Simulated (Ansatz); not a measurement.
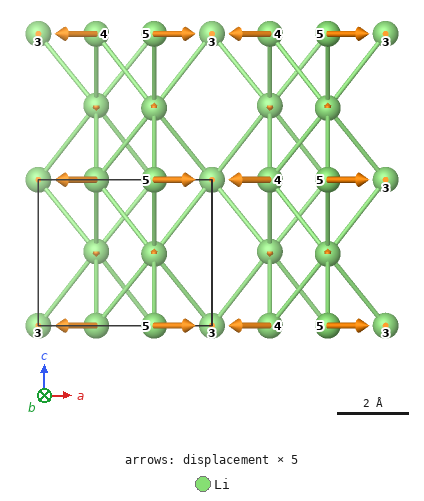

This is a relaxation of a crystal of Li (built on the random type) (coarse preliminary run). The starting structure is drawn; orange arrows show the displacements (the part carried along by the change of the cell is left out), magnified 5 times.

A ball-and-stick model of the cell of the calculation, repeated 2 × 1 × 2 with one cell outlined, seen along the b axis.

Case: random cell with space group P321 (No. 150).

Theory: DFT PBE, scalar-relativistic, plane waves, PAW in Ansatz. Settings: plane-wave cutoff 420 eV; k-point mesh 6 × 6 × 4; occupations gaussian; smearing width 0.1 eV; no spin polarisation; cell and atoms relaxed; force threshold 0.04 eV/Å; at most 70 steps.

### Describe the change and its energy.

The energy falls by 0.145 eV per cell of the calculation in 3 accepted moves (4 points after the start). The largest force component goes from 0.37 to 0.014 eV/Å. Pressure: 0.09 GPa at the start and −0.09 GPa at the end. At 1 point the geometry stayed and the basis and grid were re-selected for the new cell (energy shift of 0.1 meV per cell of the calculation at most each time). The largest moves relative to the cell, 0.27 Å, are those of Li atoms. The drawn cell changes as follows: a = b 5.651 → 5.697 Å (+0.8 %), c 4.113 → 3.812 Å (−7.3 %); the volume changes by −5.8 %. Some distances before and after: Li–Li 3.263 → 2.819 Å, Li–Li 2.764 → 2.797 Å, Li–Li 2.814 → 2.799 Å. Bond angles that change, for instance: Li–Li–Li 140.9° → 128.3°, Li–Li–Li 140.2° → 128.2°, Li–Li–Li 95.0° → 85.9°. The space group (tolerance 0.01 Å) goes from P321 (No. 150) to P-62m (No. 189).

Limits of the set-up: the k-point mesh is coarse for a cell with partly filled bands.
